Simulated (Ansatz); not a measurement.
# Ga: relaxing the structure by PAW and LAPW, part 2 of 2

Aim: relax Ga (cell and atoms relaxed from 1.08 times the given volume) with PAW and LAPW. Both runs start alike, so that frozen cores can be judged against all electrons.

Ansatz 0.2.0; DFT PBEsol; a database cell (COD).

## 4. All-electron LAPW

The input, input.yaml:

```yaml
crystal:
  lattice:
    - [2.320266362, -3.9300377182, 0.0]
    - [2.320266362, 3.9300377182, 0.0]
    - [0.0, 0.0, 4.6415587097]
  atoms:
    - { symbol: Ga, position: [0.8451, 0.1549, 0.081] }
    - { symbol: Ga, position: [0.6549, 0.3451, 0.581] }
    - { symbol: Ga, position: [0.1549, 0.8451, 0.919] }
    - { symbol: Ga, position: [0.3451, 0.6549, 0.419] }
kpoints:
  mp_grid: { grid: [9, 9, 7] }
scf:
  occupations: { method: fermi_dirac, width: 0.05 }
hamiltonian:
  xc: pbesol
  pseudopotentials: { kind: all_electron, lapw: { basis_error: 0.001 } }
output:
  forces: true
  stress: true
relax:
  f_tol: 0.005
  max_steps: 80
  cell: {}
```

On the command line:

```sh
$ ansatz run input.yaml --threads 1 --pin off --max-ram 3072MiB --backend cpu --events-out ev --progress --plain --runs-dir out
```

The program printed:

```text
The last accepted step is kept in <dir> (removed where the run ends without a failure and the disk answers)
LAPW: plane waves up to 9.089 Å⁻¹, error target 1.0e-3 eV per atom; small_component_spin mean_spin; Ga in spheres of 1.236 Å, 21 of its electrons in bands, Dirac shells []
Engine: ansatz 0.2.0
Pseudopotentials: kind: all_electron
Pseudopotential: Ga, LAPW, valence charge 21, Koelling and Harmon's equation, gaussian nucleus
Functional definition: PBEsol
  exchange = pbesol_x
  correlation = pbesol_c
Crystal: 4 atoms, lattice volume = 84.650 Å³
Basis set: ecut = 314.7346944795805 eV, 1077 PW (Γ), exchange–correlation at level 2
Bands: 51, of which v1, the nominal top of the filled ones, is band 42 counted from 1 (41 counted from 0)
Symmetry: 8 space group operations
Space group: Cmce (ITA 64), of the structure as read, at distance tolerance 4.4e-5 Å
k-points: 100 of 567
Non-local potential: Ga, projectors of the file, none
Initial density: superposition of atomic densities (chi_scale 0.1, normalization cell)
Initial wavefunctions: plane waves of lowest kinetic energy (no species holds an atomic orbital)
Functional: x = pbesol(κ = 0.804, μ = 0.12345679012345678), c = pbesol(β = 0.046)
iter 1 solved again at ethr=2.38e-4 eV; its pass at ethr=1.00e-1 eV (dr2=2.00e-1 eV) is discarded
SCF iter   1: F=—  HF=-211440.191547 eV  |F-HF|=—  |Δ(HF+E_count)|=         —  Δρ=1.76e-2  dr2=2.01e-1  ethr=2.38e-4  ⟨swp⟩=2.9  Hψ=31784  notcnv=0
preconditioner: auto → Kerker (q_TF=auto, 2.725 Å⁻¹)  [metal: Δε(μ)=0.012 eV  Ē_g=16.718 eV  σ=0.050 eV  W_gap=0.06  n_scr=24 (ndim 8)  ℏωp=29.1 eV  f_vac=0.044  D(μ)=0.78/eV (n_scr^D=0)]
SCF iter   2: F=—  HF=-211440.078895 eV  |F-HF|=—  |Δ(HF+E_count)|=   1.13e-1  Δρ=1.11e-2  dr2=1.01e-1  ethr=2.38e-4  ⟨swp⟩=2.0  Hψ=15296  notcnv=0
SCF iter   3: F=—  HF=-211440.053907 eV  |F-HF|=—  |Δ(HF+E_count)|=   2.50e-2  Δρ=7.91e-3  dr2=5.40e-2  ethr=1.20e-4  ⟨swp⟩=2.0  Hψ=14427  notcnv=0
SCF iter   4: F=—  HF=-211440.044865 eV  |F-HF|=—  |Δ(HF+E_count)|=   9.04e-3  Δρ=2.69e-3  dr2=1.02e-2  ethr=6.43e-5  ⟨swp⟩=2.0  Hψ=14429  notcnv=0
iter 5 solved again at ethr=8.09e-7 eV; its pass at ethr=1.21e-5 eV (dr2=6.80e-4 eV) is discarded
SCF iter   5: F=—  HF=-211440.043166 eV  |F-HF|=—  |Δ(HF+E_count)|=   1.70e-3  Δρ=6.19e-4  dr2=6.78e-4  ethr=8.09e-7  ⟨swp⟩=2.0  Hψ=24868  notcnv=0
SCF iter   6: F=—  HF=-211440.043158 eV  |F-HF|=—  |Δ(HF+E_count)|=   7.74e-6  Δρ=2.26e-4  dr2=7.10e-5  ethr=8.07e-7  ⟨swp⟩=2.5  Hψ=14497  notcnv=0
SCF iter   7: F=—  HF=-211440.043180 eV  |F-HF|=—  |Δ(HF+E_count)|=   2.16e-5  Δρ=4.81e-5  dr2=2.10e-6  ethr=8.45e-8  ⟨swp⟩=3.0  Hψ=15012  notcnv=0
SCF iter   8: F=-211440.043179 eV  HF=-211440.043179 eV  |F-HF|=6.64e-8  |Δ(HF+E_count)|=   3.00e-7  Δρ=8.29e-6  dr2=7.02e-8  ethr=2.50e-9  ⟨swp⟩=2.9  Hψ=14572  notcnv=0
SCF 1 converged in 8 iterations: F = -211440.043179 eV  dr2 = 7.02e-8
relax step   1: F+E_penalty+E_count = -211440.04317914 eV  Δ(F+E_penalty+E_count) = +0.000e0 eV  max|allowed force component| = 1.391e-1 eV/Å  Δτ_max = 0.0000 Å  P = -4.816 GPa  Ω = 84.650 Å³  (8 SCF iters, accepted)
Crystal: 4 atoms, lattice volume = 76.313 Å³
Basis set: ecut = 337.2611200914917 eV, 1077 PW (Γ), exchange–correlation at level 2
Initial density: handed on by an earlier stage of this run
Initial wavefunctions: those handed on with the density
iter 1 solved again at ethr=4.62e-6 eV; its pass at ethr=1.00e-1 eV (dr2=3.88e-3 eV) is discarded
SCF iter   1: F=—  HF=-211440.181765 eV  |F-HF|=—  |Δ(HF+E_count)|=         —  Δρ=1.77e-3  dr2=3.72e-3  ethr=4.62e-6  ⟨swp⟩=4.0  Hψ=29693  notcnv=0
preconditioner: auto → Kerker (q_TF=auto, 2.772 Å⁻¹)  [metal: Δε(μ)=0.033 eV  Ē_g=17.650 eV  σ=0.050 eV  W_gap=0.16  n_scr=20 (ndim 8)  ℏωp=30.7 eV  f_vac=0.058  D(μ)=0.79/eV (n_scr^D=0)]
SCF iter   2: F=—  HF=-211440.180414 eV  |F-HF|=—  |Δ(HF+E_count)|=   1.35e-3  Δρ=1.12e-3  dr2=1.76e-3  ethr=4.42e-6  ⟨swp⟩=2.0  Hψ=14142  notcnv=0
SCF iter   3: F=—  HF=-211440.180022 eV  |F-HF|=—  |Δ(HF+E_count)|=   3.92e-4  Δρ=7.61e-4  dr2=8.40e-4  ethr=2.10e-6  ⟨swp⟩=2.0  Hψ=14142  notcnv=0
SCF iter   4: F=—  HF=-211440.179814 eV  |F-HF|=—  |Δ(HF+E_count)|=   2.08e-4  Δρ=2.73e-4  dr2=1.40e-4  ethr=1.00e-6  ⟨swp⟩=2.3  Hψ=14172  notcnv=0
iter 5 solved again at ethr=9.10e-9 eV; its pass at ethr=1.67e-7 eV (dr2=7.65e-6 eV) is discarded
SCF iter   5: F=—  HF=-211440.179779 eV  |F-HF|=—  |Δ(HF+E_count)|=   3.53e-5  Δρ=7.99e-5  dr2=7.64e-6  ethr=9.10e-9  ⟨swp⟩=2.0  Hψ=24805  notcnv=0
SCF iter   6: F=—  HF=-211440.179779 eV  |F-HF|=—  |Δ(HF+E_count)|=   3.63e-7  Δρ=2.31e-5  dr2=6.81e-7  ethr=9.10e-9  ⟨swp⟩=2.0  Hψ=14143  notcnv=0
SCF iter   7: F=-211440.179779 eV  HF=-211440.179779 eV  |F-HF|=7.86e-9  |Δ(HF+E_count)|=   5.80e-8  Δρ=4.89e-6  dr2=2.10e-8  ethr=8.10e-10  ⟨swp⟩=3.0  Hψ=14567  notcnv=0
SCF 2 converged in 7 iterations: F = -211440.179779 eV  dr2 = 2.10e-8
relax step   2: F+E_penalty+E_count = -211440.17977885 eV  Δ(F+E_penalty+E_count) = -1.366e-1 eV  max|allowed force component| = 1.885e-1 eV/Å  Δτ_max = 0.0207 Å  P = +0.108 GPa  Ω = 76.313 Å³  (7 SCF iters, accepted)
Crystal: 4 atoms, lattice volume = 76.368 Å³
Basis set: ecut = 337.09838954075366 eV, 1077 PW (Γ), exchange–correlation at level 2
iter 1 solved again at ethr=4.01e-6 eV; its pass at ethr=1.00e-1 eV (dr2=3.37e-3 eV) is discarded
SCF iter   1: F=—  HF=-211440.186703 eV  |F-HF|=—  |Δ(HF+E_count)|=         —  Δρ=1.44e-3  dr2=3.15e-3  ethr=4.01e-6  ⟨swp⟩=3.0  Hψ=28241  notcnv=0
preconditioner: auto → Kerker (q_TF=auto, 2.772 Å⁻¹)  [metal: Δε(μ)=0.025 eV  Ē_g=17.675 eV  σ=0.050 eV  W_gap=0.13  n_scr=20 (ndim 8)  ℏωp=30.6 eV  f_vac=0.059  D(μ)=0.76/eV (n_scr^D=0)]
SCF iter   2: F=—  HF=-211440.186021 eV  |F-HF|=—  |Δ(HF+E_count)|=   6.82e-4  Δρ=9.32e-4  dr2=1.40e-3  ethr=3.76e-6  ⟨swp⟩=2.0  Hψ=14153  notcnv=0
iter 3 solved again at ethr=1.27e-7 eV; its pass at ethr=1.67e-6 eV (dr2=1.07e-4 eV) is discarded
SCF iter   3: F=—  HF=-211440.185560 eV  |F-HF|=—  |Δ(HF+E_count)|=   4.60e-4  Δρ=2.29e-4  dr2=1.07e-4  ethr=1.27e-7  ⟨swp⟩=2.0  Hψ=24636  notcnv=0
SCF iter   4: F=—  HF=-211440.185541 eV  |F-HF|=—  |Δ(HF+E_count)|=   1.94e-5  Δρ=5.87e-5  dr2=4.47e-6  ethr=1.27e-7  ⟨swp⟩=2.7  Hψ=14286  notcnv=0
SCF iter   5: F=—  HF=-211440.185524 eV  |F-HF|=—  |Δ(HF+E_count)|=   1.70e-5  Δρ=5.10e-5  dr2=2.47e-6  ethr=5.33e-9  ⟨swp⟩=2.2  Hψ=14187  notcnv=0
SCF iter   6: F=—  HF=-211440.185524 eV  |F-HF|=—  |Δ(HF+E_count)|=   1.78e-7  Δρ=1.67e-5  dr2=3.63e-7  ethr=2.94e-9  ⟨swp⟩=2.0  Hψ=14153  notcnv=0
SCF iter   7: F=-211440.185524 eV  HF=-211440.185524 eV  |F-HF|=1.72e-9  |Δ(HF+E_count)|=   1.49e-8  Δρ=3.63e-6  dr2=1.55e-8  ethr=4.32e-10  ⟨swp⟩=2.4  Hψ=14215  notcnv=0
SCF 3 converged in 7 iterations: F = -211440.185524 eV  dr2 = 1.55e-8
relax step   3: F+E_penalty+E_count = -211440.18552371 eV  Δ(F+E_penalty+E_count) = -5.745e-3 eV  max|allowed force component| = 2.020e-2 eV/Å  Δτ_max = 0.0154 Å  P = -0.007 GPa  Ω = 76.368 Å³  (7 SCF iters, accepted)
Crystal: 4 atoms, lattice volume = 76.357 Å³
Basis set: ecut = 337.1295614247277 eV, 1077 PW (Γ), exchange–correlation at level 2
iter 1 solved again at ethr=4.21e-8 eV; its pass at ethr=1.00e-1 eV (dr2=3.54e-5 eV) is discarded
SCF iter   1: F=—  HF=-211440.185767 eV  |F-HF|=—  |Δ(HF+E_count)|=         —  Δρ=1.97e-4  dr2=4.47e-5  ethr=4.21e-8  ⟨swp⟩=4.3  Hψ=30559  notcnv=0
preconditioner: auto → Kerker (q_TF=auto, 2.772 Å⁻¹)  [metal: Δε(μ)=0.032 eV  Ē_g=17.675 eV  σ=0.050 eV  W_gap=0.16  n_scr=20 (ndim 8)  ℏωp=30.6 eV  f_vac=0.059  D(μ)=0.77/eV (n_scr^D=0)]
SCF iter   2: F=—  HF=-211440.185758 eV  |F-HF|=—  |Δ(HF+E_count)|=   9.12e-6  Δρ=1.27e-4  dr2=1.96e-5  ethr=4.21e-8  ⟨swp⟩=2.0  Hψ=14154  notcnv=0
iter 3 solved again at ethr=1.40e-9 eV; its pass at ethr=2.33e-8 eV (dr2=1.18e-6 eV) is discarded
SCF iter   3: F=—  HF=-211440.185752 eV  |F-HF|=—  |Δ(HF+E_count)|=   5.98e-6  Δρ=2.79e-5  dr2=1.18e-6  ethr=1.40e-9  ⟨swp⟩=2.0  Hψ=24629  notcnv=0
SCF iter   4: F=—  HF=-211440.185752 eV  |F-HF|=—  |Δ(HF+E_count)|=   5.09e-9  Δρ=6.47e-6  dr2=6.25e-8  ethr=1.40e-9  ⟨swp⟩=2.6  Hψ=14236  notcnv=0
SCF iter   5: F=-211440.185752 eV  HF=-211440.185752 eV  |F-HF|=7.54e-9  |Δ(HF+E_count)|=   3.83e-7  Δρ=5.30e-6  dr2=2.75e-8  ethr=7.44e-11  ⟨swp⟩=3.0  Hψ=14954  notcnv=0
SCF 4 converged in 5 iterations: F = -211440.185752 eV  dr2 = 2.75e-8
relax step   4: F+E_penalty+E_count = -211440.18575184 eV  Δ(F+E_penalty+E_count) = -2.281e-4 eV  max|allowed force component| = 8.712e-3 eV/Å  Δτ_max = 0.0032 Å  P = +0.004 GPa  Ω = 76.357 Å³  (5 SCF iters, accepted)
Crystal: 4 atoms, lattice volume = 76.372 Å³
Basis set: ecut = 337.0861703215858 eV, 1077 PW (Γ), exchange–correlation at level 2
iter 1 solved again at ethr=2.52e-8 eV; its pass at ethr=1.00e-1 eV (dr2=2.12e-5 eV) is discarded
SCF iter   1: F=—  HF=-211440.185841 eV  |F-HF|=—  |Δ(HF+E_count)|=         —  Δρ=1.91e-4  dr2=2.26e-5  ethr=2.52e-8  ⟨swp⟩=4.7  Hψ=31406  notcnv=0
preconditioner: auto → Kerker (q_TF=auto, 2.772 Å⁻¹)  [metal: Δε(μ)=0.052 eV  Ē_g=17.675 eV  σ=0.050 eV  W_gap=0.25  n_scr=20 (ndim 8)  ℏωp=30.6 eV  f_vac=0.059  D(μ)=0.77/eV (n_scr^D=0)]
SCF iter   2: F=—  HF=-211440.185840 eV  |F-HF|=—  |Δ(HF+E_count)|=   1.57e-6  Δρ=1.25e-4  dr2=1.01e-5  ethr=2.52e-8  ⟨swp⟩=2.0  Hψ=14151  notcnv=0
iter 3 solved again at ethr=4.19e-10 eV; its pass at ethr=1.20e-8 eV (dr2=3.52e-7 eV) is discarded
SCF iter   3: F=—  HF=-211440.185839 eV  |F-HF|=—  |Δ(HF+E_count)|=   9.92e-7  Δρ=2.23e-5  dr2=3.51e-7  ethr=4.19e-10  ⟨swp⟩=2.0  Hψ=24574  notcnv=0
SCF iter   4: F=—  HF=-211440.185839 eV  |F-HF|=—  |Δ(HF+E_count)|=   1.87e-7  Δρ=4.74e-6  dr2=1.86e-8  ethr=4.18e-10  ⟨swp⟩=2.0  Hψ=14151  notcnv=0
SCF iter   5: F=-211440.185839 eV  HF=-211440.185839 eV  |F-HF|=9.31e-10  |Δ(HF+E_count)|=   2.06e-7  Δρ=2.59e-6  dr2=3.26e-9  ethr=2.21e-11  ⟨swp⟩=3.0  Hψ=16196  notcnv=0
SCF 5 converged in 5 iterations: F = -211440.185839 eV  dr2 = 3.26e-9
relax step   5: F+E_penalty+E_count = -211440.18583855 eV  Δ(F+E_penalty+E_count) = -8.671e-5 eV  max|allowed force component| = 6.595e-4 eV/Å  Δτ_max = 0.0053 Å  P = -0.001 GPa  Ω = 76.372 Å³  (5 SCF iters, accepted)
iter 1 solved again at ethr=4.31e-12 eV; its pass at ethr=1.00e-1 eV (dr2=3.62e-9 eV) is discarded
SCF iter   1: F=—  HF=-211440.185844 eV  |F-HF|=—  |Δ(HF+E_count)|=         —  Δρ=5.31e-6  dr2=3.49e-9  ethr=6.31e-12 (applied; sched 4.31e-12)  ⟨swp⟩=5.0  Hψ=39105  notcnv=0  reapply=85
preconditioner: auto → Kerker (q_TF=auto, 2.772 Å⁻¹)  [metal: Δε(μ)=0.052 eV  Ē_g=17.674 eV  σ=0.050 eV  W_gap=0.25  n_scr=20 (ndim 8)  ℏωp=30.6 eV  f_vac=0.059  D(μ)=0.77/eV (n_scr^D=0)]
SCF iter   2: F=-211440.185844 eV  HF=-211440.185844 eV  |F-HF|=1.25e-8  |Δ(HF+E_count)|=   1.79e-8  Δρ=2.90e-6  dr2=1.70e-9  ethr=4.28e-12 (applied; sched 4.15e-12)  ⟨swp⟩=2.0  Hψ=14151  notcnv=0
SCF 6 converged in 2 iterations: F = -211440.185844 eV  dr2 = 1.70e-9
relax step   6: F+E_penalty+E_count = -211440.18584429 eV  Δ(F+E_penalty+E_count) = -5.737e-6 eV  max|allowed force component| = 6.637e-4 eV/Å  Δτ_max = 0.0000 Å  P = -0.001 GPa  Ω = 76.372 Å³  stress off target by 3.85e-2 GPa  SCF on the basis re-selected at this cell (its energy is not comparable with the rows above)  (2 SCF iters)
basis re-selected at this cell: Δ(F+E_penalty+E_count) = -5.737e-6 eV, ΔP = +0.000 GPa vs the last step (what re-selecting the basis moved, after the strain that the cell walked since its last selection, with what the two solves' SCF thresholds leave and, on support functions, any second-order correction that the steps lacked; it is no measure of the basis error at this ecutwfc). This SCF's stress stands 3.85e-2 GPa from its target on what of the cell is left free (relax.cell.stress_tol is 5.00e-2 GPa) and its largest allowed force component is 6.64e-4 eV/Å (relax.f_tol is 5.00e-3 eV/Å): within both
SCF converged after 2 iterations
Free energy (F): -211440.185844 eV
Harris-Foulkes:  -211440.185844 eV  (|F-HF|=1.25e-8)
Internal energy: -211440.179346 eV  (E = F + TS)
E sigma→0 (E₀):  -211440.182595 eV
Entropy (-TS):   -0.006498 eV (-1.625 meV/atom)
Fermi energy:    11.227294 eV
--- Per-component energies (eV) ---
  E_band       = -3115.117809
  E_kinetic    = 215575.967258
  E_xc         = -8076.229082
  E_electrostatic = -418939.917522  (all electrons and nuclei)
  E_smearing   = -0.006498  (= −TS)
  E_closure    = 0.000000  (closes the sum)
  E_atoms      = -211426.824509  (free atoms, spherical and without spin; not in F)
  Σ components = -211440.185844   (vs F -211440.185844, Δ=0.00e0)
  Basis errors (estimates in eV, not in F): energy 4.8e-4 per atom: plane waves 4.3e-4 (2.5e-4 summed), levels above the bands 1.3e-51, relativity 2.7e-9, radial functions 4.7e-5, core shells 1.8e-10; eigenvalues (radial functions only) 2.6e-7; not estimated: angular momenta, meshes, grids; target (lapw.basis_error) 1.0e-3; muffin-tin radii Ga 1.194 Å
--- Forces (eV/Å), atoms counted from 1 ---
  atom   1  Ga     0.00000000     0.00064196    -0.00066372
  atom   2  Ga     0.00000000    -0.00064196    -0.00066372
  atom   3  Ga     0.00000000    -0.00064196     0.00066372
  atom   4  Ga    -0.00000000     0.00064196     0.00066372
  max |Σ_I F_I| component: 4.34e-19 eV/Å
--- Stress (GPa, compression-positive) ---
       -0.019922      -0.000000       0.000000
       -0.000000       0.038452       0.000000
        0.000000       0.000000      -0.020454
  P = ⅓ Tr σ = -0.0006 GPa (-0.006 kbar)
--- Relaxed structure (5 steps of the walk, 5 accepted, 1 SCFs on fresh bases) ---
  F+E_penalty+E_count = -211440.18584429 eV   max|allowed force component| = 6.637e-4 eV/Å   (the final SCF, on the basis selected at the relaxed cell)
  cell:  # Å, volume = 76.3720 Å³
    - [2.2562268113733532, -3.7939010332372125, 8.564468475030058e-18]
    - [2.2562268113733532, 3.7939010332372125, 8.56446847503003e-18]
    - [1.713272402482331e-17, -1.7101760406557876e-32, 4.46103041011048]
  atoms:
    - { symbol: Ga, position: [0.8443498467792839, 0.15565015322071607, 0.08459421133860806] }
    - { symbol: Ga, position: [0.655650153220716, 0.344349846779284, 0.584594211338608] }
    - { symbol: Ga, position: [0.15565015322071607, 0.8443498467792839, 0.9154057886613919] }
    - { symbol: Ga, position: [0.344349846779284, 0.655650153220716, 0.4154057886613919] }
```

It took 6 min on 1 thread of Intel Xeon Platinum 8259CL at 2.50GHz (Skylake/Cascade Lake), shared host; peak memory 0.92 GiB.

The steps of the relaxation:

```tsv
step	energy from step 1 (eV/cell)	largest force component (eV/Å)	pressure (GPa)	volume (Å³)
1	0.0000	0.1391	-4.82	84.65
2	-0.1366	0.1885	0.11	76.31
3	-0.1423	0.0202	-0.01	76.37
4	-0.1426	0.0087	0.00	76.36
5	-0.1427	0.0007	0.00	76.37
6	-0.1427	0.0007	0.00	76.37
```

Step 1 is the start. Step 6 repeats the geometry before on a plane-wave basis chosen anew for that cell, so the energy can jump there without any move; the table keeps such jumps.

| input's cell | before | after | change |
| --- | --- | --- | --- |
| a (Å) | 4.564 | 4.414 | -3.3 % |
| b (Å) | 4.564 | 4.414 | -3.3 % |
| c (Å) | 4.642 | 4.461 | -3.9 % |
| γ (°) | 118.89 | 118.52 | -0.37° |
| volume (Å³/atom) | 21.16 | 19.09 | -9.8 % |

The largest move, 0.02 Å, apart from the change of the cell, is shared by several atoms, Ga3 among them.

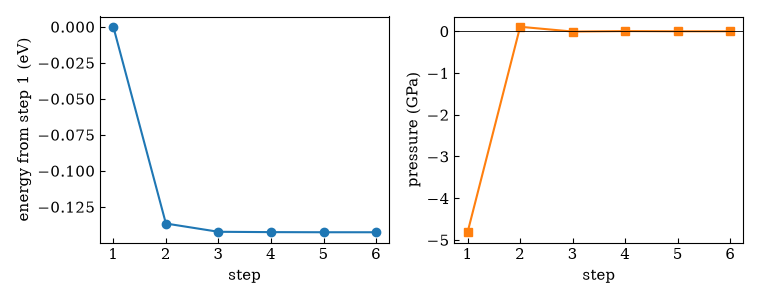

Energy and pressure along the LAPW relaxation.

## 5. Results

The summary covers parts 1 to 2. Changes of volume or cell count from the first structure of part 1.

| quantity | value |
| --- | --- |
| PAW: cell | a = 4.413 Å, b = 4.413 Å, c = 4.460 Å, α = 90.00°, β = 90.00°, γ = 118.53° |
| PAW: volume | 19.083 Å³/atom |
| PAW: energy gained | 36.5 meV/atom |
| PAW: accepted moves | 4 |
| PAW: space group | Cmce → Cmce |
| LAPW: cell | a = 4.414 Å, b = 4.414 Å, c = 4.461 Å, α = 90.00°, β = 90.00°, γ = 118.52° |
| LAPW: volume | 19.093 Å³/atom |
| LAPW: energy gained | 35.7 meV/atom |
| LAPW: accepted moves | 4 |
| LAPW: space group | Cmce → Cmce |

What this shows: By PAW the volume changes by -9.8 % in 4 moves, and the energy falls by 36.5 meV/atom. PAW's final volume lies -0.05 % from LAPW's, and its energy gain differs from LAPW's by +0.8 meV/atom. The price, with the outputs that each input asks for: 6 min for LAPW against 63 s for PAW, about 6 to one.
